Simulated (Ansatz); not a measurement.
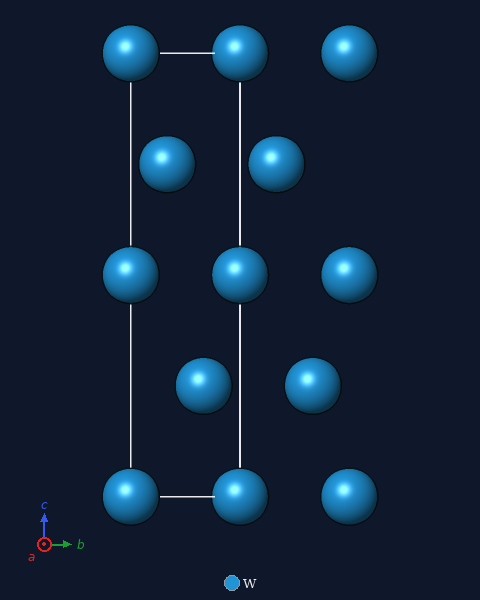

The picture looks along a close-packed row of the hexagonal mesh; c points upwards. Every atom sits on one of the three columns of the mesh; call them A, B, C in the order in which they first turn up. The sequence starts with the first layer at or above the cell's origin.

W: coordinates from a relaxation with DFT, PBEsol, plane waves (420 eV) with PAW, scalar-relativistic (Ansatz); the starting structure was generated, so it need not be a known form of this composition.

List the layers of one repeat.

Answer. W(A) – W(B) – W(A) – W(C) (four layers in 9.71 Å).

Taking all atoms as equal spheres, what packing is it?

Answer. As equal spheres, ABAC: a mixed close packing, (ch) in Jagodzinski's notation.

What short polytype symbol fits?

Answer. Polytype symbol 4H, Ramsdell's symbol (number of layers in the repeat and lattice).

Heights of the layers:

```
layer  atoms (column)  height (Å)  to next (Å)
    1            W(A)        0.00         2.43
    2            W(B)        2.43         2.43
    3            W(A)        4.85         2.43
    4            W(C)        7.28         2.43
```
